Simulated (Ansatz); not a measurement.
# Band-structure calculation, with input and output: PtS$_{2}$

System: PtS$_{2}$ (R-3m, 3 atoms in the cell).
Method: DFT, PBE, plane waves, PAW, no spin polarisation (Ansatz 0.2.0).

The structure was built on a prototype by a generator. The geometry comes from this level: r2scan-rvv10 (a point of a series of strains). It belongs to a series of runs on one base structure; here: epitaxial_xy strain +1.5%.

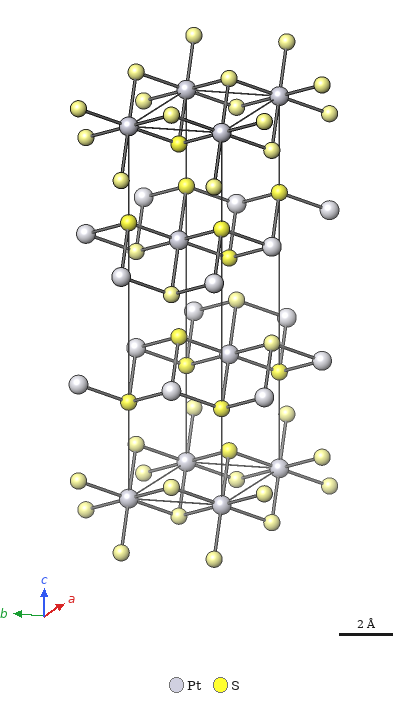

**Figure 1.** The structure as given in the input (ball-and-stick view of the cell 3 times as large as that of the calculation, set on its symmetry axes, seen at an oblique angle; neighbours outside the cell are drawn fainter). Near neighbours in the crystal (not all of them lie inside the picture): Pt has 6 S at 2.40 Å; S has 3 Pt at 2.40 Å.

The input:
```yaml
crystal:
  lattice:
    - [1.7903802135, 1.0336764982, 5.4489516031]
    - [-1.7903802135, 1.0336764982, 5.4489516031]
    - [0.0, -2.0673529964, 5.4489516031]
  atoms:
    - { symbol: Pt, position: [0.0, 0.0, 0.0] }
    - { symbol: S, position: [0.2590037255, 0.2590037255, 0.2590037255] }
    - { symbol: S, position: [0.7409962745, 0.7409962745, 0.7409962745] }
kpoints:
  mp_grid: { grid: [8, 8, 8] }
  band_path:
    path:
      - [0.0, 0.0, 0.0]
      - [0.5, 0.5, 0.5]
      - [0.8106532132, 0.1893467868, 0.5]
      - [0.5, -0.1893467868, 0.1893467868]
      - [0.5, 0.0, 0.0]
      - [0.3446733934, -0.3446733934, 0.0]
      - [0.6553266066, 0.0, 0.3446733934]
      - [0.5, 0.0, 0.5]
      - [0.25, 0.25, -0.5]
      - [0.140625, 0.140625, 0.304688]
      - [0.21875, 0.21875, 0.479167]
    npoints: 1
hamiltonian:
  xc: pbe
scf:
  occupations: { method: fermi_dirac, width: 0.02 }
  n_extra_bands: 4
output:
  forces: true
  stress: true
  eigenvalues: true
  write_density: true
  write_potential: true
  elf: true
  volumetric_format: npy
```

Run on 4 threads of an Arm (aarch64) CPU, shared host.

Launch command:
```bash
ansatz run input.yaml --threads 4 --pin off --max-ram 3686MiB --backend cpu --events-out ev --progress --plain --runs-dir out
```

Log:
```
basis.fft_grid_basis auto: the FFT boxes are laid along the combinations [[1, -1, 0], [0, 1, 0], [0, -1, 1]] of the cell's own vectors, 3.581, 5.828 and 3.581 Å long. The dense box has 24×40×24 points. Along the cell's own vectors, as sized, it would have 40×40×40, 2.78 times as many. Of the 12 symmetry operations that the crystal satisfies within crystal.symmetry.tolerance (time reversal apart; of a slab, those that keep its plane) the dense box along the cell's own vectors carries 12, and the one as laid loses 8 of those. basis.fft_grid_basis: typed keeps the cell's own vectors: state it where this run's energies or levels are differenced outside the engine with another run's, or held beside a run that keeps those vectors. Those combinations have planes normal to reciprocal vector 3, as the cell's own vectors have. Each planar average written beside output.write_density, output.write_potential has a row for each plane of the box: 24. The volumetric files lie along those combinations, not along the cell's own vectors: a cube or XSF file states them, and fields.json those of NumPy files.
scf.n_extra_bands = 4 over 15 filled bands (N_el = 30.0): the run solves 19 bands
Engine: ansatz 0.2.0, aarch64-unknown-linux-gnu
Pseudopotentials: kind: paw
Pseudopotential: Pt, paw, valence charge 18, recommended cutoff 420 eV (normal), Pt.paw.azcp
Pseudopotential: S, paw, valence charge 6, recommended cutoff 420 eV (normal), S.paw.azcp
Functional definition: PBE
  parameter kappa = 0.804
  parameter beta = 0.06672455060314922
  exchange = pbe_x(kappa = kappa, mu = beta*pi^2/3)
  correlation = pbe_c(beta = beta)
Crystal: 3 atoms, lattice volume = 60.505 Å³
Basis set: ecut = 420 eV, 1177 PW (Γ), FFT grids on a1−a2, a2, −a2+a3, exchange–correlation on 48×80×48 points (8 copies of the dense FFT grid, shifted against one another)
Bands: 19, of which v1, the nominal top of the filled ones, is band 15 counted from 1 (14 counted from 0)
Symmetry: 12 space group operations
Space group: R-3m (ITA 166), of the structure as read, at distance tolerance 3.9e-5 Å
k-points: 65 of 512
Non-local potential: Pt, projectors of the file, l = 0: 3, l = 1: 2, l = 2: 2, l = 3: 1
Non-local potential: S, projectors of the file, l = 0: 2, l = 1: 2, l = 2: 2
PAW form: soft (Blöchl's): semilocal exchange-correlation on the pseudo side does not see the compensation charge
PAW one-centre angular grid: Pt, 590 points (default); XC on 64 Gauss nodes
PAW one-centre angular grid: S, 110 points (default); XC on 64 Gauss nodes
Initial density: superposition of atomic densities (neutral atoms: chi_scale 0, normalization atom), corrected by the library's trained network
Initial wavefunctions: pseudopotential atomic-orbital guess
Functional: x = pbe(κ = 0.804, μ = 0.2195149727645171), c = pbe(β = 0.06672455060314922)
SCF iter   1: F=—  HF=-14328.215266 eV  |F-HF|=—  |Δ(HF+E_count)|=         —  Δρ=2.58e-3  dr2=4.92e-3  ethr=1.77e-3  ⟨swp⟩=6.1  Hψ=6482  notcnv=0
preconditioner: auto → none  [insulator: Δε(μ)=0.992 eV  Ē_g=9.487 eV  σ=0.020 eV  W_gap=1.00  n_scr=16 (ndim 8)  ℏωp=22.4 eV  f_vac=0.056  D(μ)=0.00/eV (n_scr^D=0)  ε∞_Penn≈6.6]
SCF iter   2: F=—  HF=-14328.215700 eV  |F-HF|=—  |Δ(HF+E_count)|=   4.34e-4  Δρ=1.95e-3  dr2=2.94e-3  ethr=1.64e-5  ⟨swp⟩=2.4  Hψ=2728  notcnv=0
SCF iter   3: F=—  HF=-14328.215491 eV  |F-HF|=—  |Δ(HF+E_count)|=   2.09e-4  Δρ=1.07e-3  dr2=8.22e-4  ethr=9.80e-6  ⟨swp⟩=2.0  Hψ=1922  notcnv=0
SCF iter   4: F=—  HF=-14328.215516 eV  |F-HF|=—  |Δ(HF+E_count)|=   2.53e-5  Δρ=4.93e-4  dr2=8.11e-5  ethr=2.74e-6  ⟨swp⟩=2.0  Hψ=1732  notcnv=0
SCF iter   5: F=—  HF=-14328.215646 eV  |F-HF|=—  |Δ(HF+E_count)|=   1.29e-4  Δρ=1.27e-4  dr2=3.77e-6  ethr=2.70e-7  ⟨swp⟩=2.0  Hψ=1759  notcnv=0
SCF iter   6: F=—  HF=-14328.215654 eV  |F-HF|=—  |Δ(HF+E_count)|=   8.33e-6  Δρ=1.79e-5  dr2=1.12e-7  ethr=1.26e-8  ⟨swp⟩=2.0  Hψ=1928  notcnv=0
SCF iter   7: F=-14328.215654 eV  HF=-14328.215654 eV  |F-HF|=3.72e-9  |Δ(HF+E_count)|=   2.54e-7  Δρ=1.61e-6  dr2=1.07e-9  ethr=3.33e-10  ⟨swp⟩=9.9  Hψ=9320  notcnv=0
SCF 1 converged in 7 iterations: F = -14328.215654 eV  dr2 = 1.07e-9
  greatest PAW one-centre occupation: 1.000 electrons in one spin orbital (limit 2), on the Pt atom at site 0 (counted from 0), in its partial waves of l = 0
```

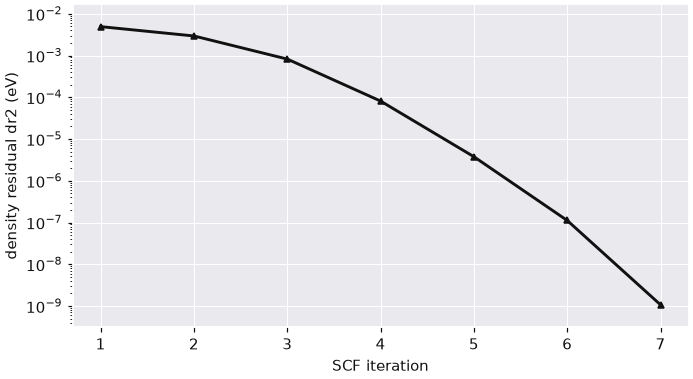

**Figure 2.** Convergence of the self-consistent field: density residual dr2 against the SCF iteration. The residual falls at every step.

```
NSCF: frozen V_eff on 11 k-points
SCF converged after 7 iterations
Free energy (F): -14328.215654 eV
Harris-Foulkes:  -14328.215654 eV  (|F-HF|=3.72e-9)
Internal energy: -14328.215654 eV  (E = F + TS)
E sigma→0 (E₀):  -14328.215654 eV
Fermi energy:    9.546590 eV
--- Per-component energies (eV) ---
  E_band       = -360.172321
  E_kinetic    = 849.408993
  E_local      = -3405.171395  (includes V_loc(G=0)·N_el)
  E_nonlocal   = 255.186308
  E_hartree    = 1357.618540
  E_xc         = -455.620681
  E_vxc        = -477.230193  (∫ρ·V_xc dr)
  E_paw        = -10653.823890  (= ΣΔE_a)
  E_vpaw       = -297.602188  (= ΣTr[D̂ρ^β])
  E_aug_tail   = 0.000191  (compensation charges beyond the density's cutoff)
  E_ewald      = -2275.813720
  E_smearing   = -0.000000  (= −TS)
  E_closure    = 0.000000  (closes the sum)
  Σ components = -14328.215654   (vs F -14328.215654, Δ=0.00e0)
--- Forces (eV/Å), atoms counted from 1 ---
  atom   1  Pt     0.00000000     0.00000000     0.00000000
  atom   2  S      0.00000000    -0.00000000    -0.02984463
  atom   3  S      0.00000000     0.00000000     0.02984463
  max |Σ_I F_I| component: 4.63e-18 eV/Å
--- Stress (GPa, compression-positive) ---
        0.871963      -0.000000      -0.000000
       -0.000000       0.871963       0.000000
       -0.000000       0.000000       2.347889
  P = ⅓ Tr σ = 1.3639 GPa (13.639 kbar)
--- Band table (eV; the first three rows and the last of 65) ---
  k-point 0: bands = ["-89.9500", "-44.1828", "-44.1828", "-44.0576", "-5.5698", "-3.0044", "2.9286", "2.9630", "2.9630", "5.6968", "5.6968", "7.6164", "8.3101", "8.3101", "8.9675", "11.6868", "11.6868", "14.3181", "14.4960"]
  k-point 1: bands = ["-89.9500", "-44.1856", "-44.1835", "-44.0572", "-5.3764", "-3.0850", "3.0159", "3.0820", "3.1754", "5.3974", "5.5513", "7.1284", "8.2911", "8.3830", "9.0446", "10.9016", "11.4345", "15.0469", "15.2315"]
  k-point 2: bands = ["-89.9498", "-44.1925", "-44.1853", "-44.0563", "-4.8534", "-3.2680", "3.1475", "3.3493", "3.8265", "4.4904", "5.3993", "6.5806", "7.9235", "8.1884", "8.6042", "10.4641", "11.1766", "14.8778", "16.3896"]
  k-point 64: bands = ["-89.9500", "-44.1828", "-44.1828", "-44.0576", "-5.3894", "-3.4140", "2.9823", "2.9823", "3.8555", "5.7011", "5.7011", "7.0761", "8.0891", "8.1577", "8.1577", "11.8299", "11.8299", "14.7666", "16.0595"]
```

File rho_z.tsv:
```
# z_ang	rho[e/angstrom^3]
# format = ansatz-planar-average/11
# lattice	1.790380213	1.033676498	5.448951603
# lattice	-1.790380213	1.033676498	5.448951603
# lattice	0.000000000	-2.067352996	5.448951603
# sites	3
# site	78	0.000000000	0.000000000	0.000000000
# site	16	0.000000000	0.000000000	4.233896296
# site	16	0.000000000	0.000000000	12.112958513
0.000000	9.596284e-1
0.242831	9.359279e-1
0.485663	8.638779e-1
0.728494	7.482262e-1
0.971325	6.092798e-1
1.214157	4.770084e-1
1.456988	3.755003e-1
1.699819	3.125071e-1
1.942651	2.790264e-1
2.185482	2.606186e-1
2.428313	2.486457e-1
2.671145	2.406531e-1
2.913976	2.375940e-1
3.156807	2.406531e-1
3.399639	2.486457e-1
3.642470	2.606186e-1
3.885301	2.790264e-1
4.128133	3.125071e-1
4.370964	3.755003e-1
4.613795	4.770084e-1
4.856626	6.092798e-1
5.099458	7.482262e-1
5.342289	8.638779e-1
5.585120	9.359279e-1
```

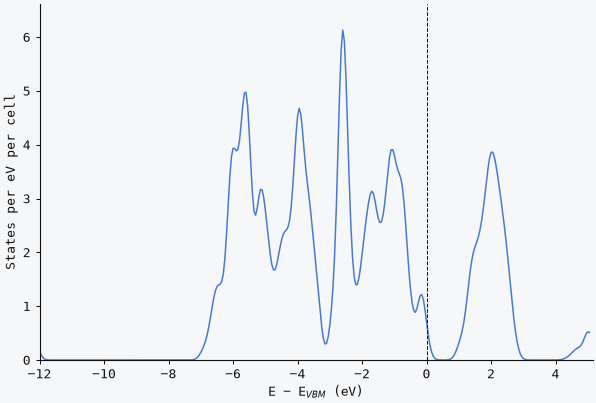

**Figure 3.** Density of states (the curve is built from the levels of the k mesh with Gaussians 0.3 eV wide, which also blur the band edges), with energies from the valence-band top. There is a gap of 0.99 eV on the k-point mesh. Small ripples come from the finite k-point mesh.

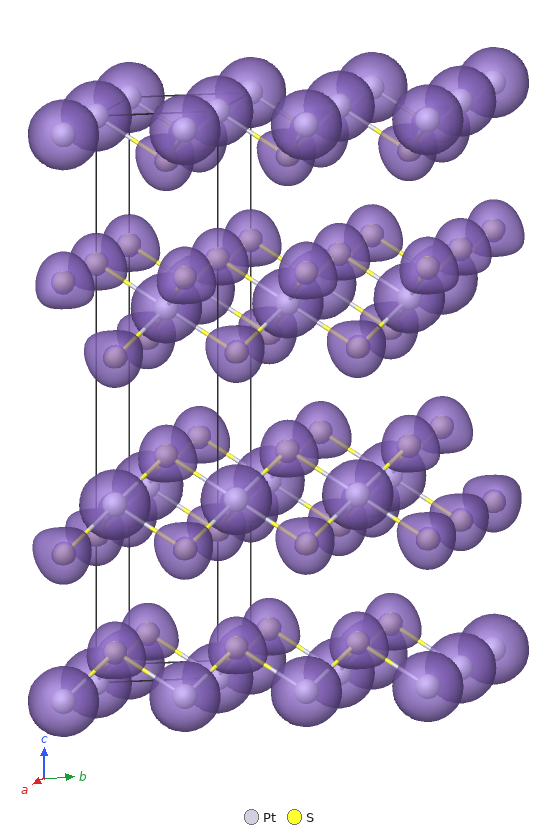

**Figure 4.** Isosurface of the valence electron density at 0.8 e/Å³ (purple), seen slightly off an axis. Sticks mark near contacts. The outline is the cell set on symmetry axes. At this value the density breaks into separate islands; it holds about 60 % of the electrons treated as valence (semicore included). It is pinched off along the Pt–S (2.40 Å) contacts. On the grid the lowest density along these lines, outside the cores, is 0.66 e/Å³ (Pt–S, 2.40 Å). The fields are those of the smooth PAW valence density.

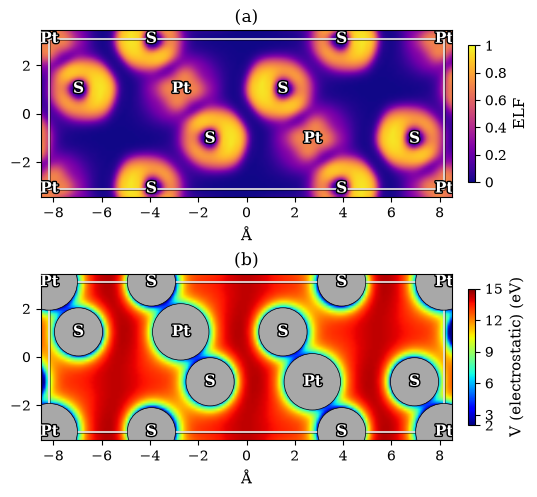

**Figure 5.** (a) electron localisation function; (b) electrostatic potential (local pseudopotential plus Hartree) felt by an electron on the (110) plane of the conventional cell. Grey discs, where drawn, cover atomic cores. Atoms in the plane: Pt and S. Pt–S (2.40 Å): the ELF is about 0.45 at the midpoint. The strong features right at Pt lie inside the PAW spheres (semicore, d or f shells) and say nothing about bonding. Outside the cores the potential energy rises away from the atoms and is highest about 1.9 Å from the nearest atoms; outside the discs it spans about 12 eV, and its zero is arbitrary.

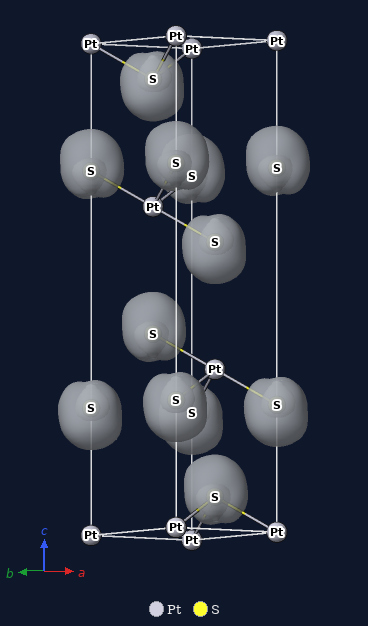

**Figure 6.** Isosurface of the electron localisation function at 0.7 (grey), seen at an oblique angle. Core shells and regions of very low density are left out. Sticks mark near contacts. The outline is the cell set on symmetry axes. Profiles from the grid: Pt–S (2.40 Å): the ELF is about 0.45 at the midpoint.

Summary:

| quantity | value |
| --- | --- |
| outcome | converged |
| space group (tolerance 0.01 Å) | R-3m (166) |
| electrons treated | 30 |
| free energy | −14328.2157 eV |
| Fermi energy | 9.547 eV |
| gap on the k-point mesh | 0.99 eV |
| pressure | 1.36 GPa |
| largest force (length of the vector) | 0.030 eV/Å |
| wall time | 2.1 s (CPU time 7.1 s) |
| peak memory | 0.38 GiB |

Spin–orbit coupling is left out, which matters for Pt.
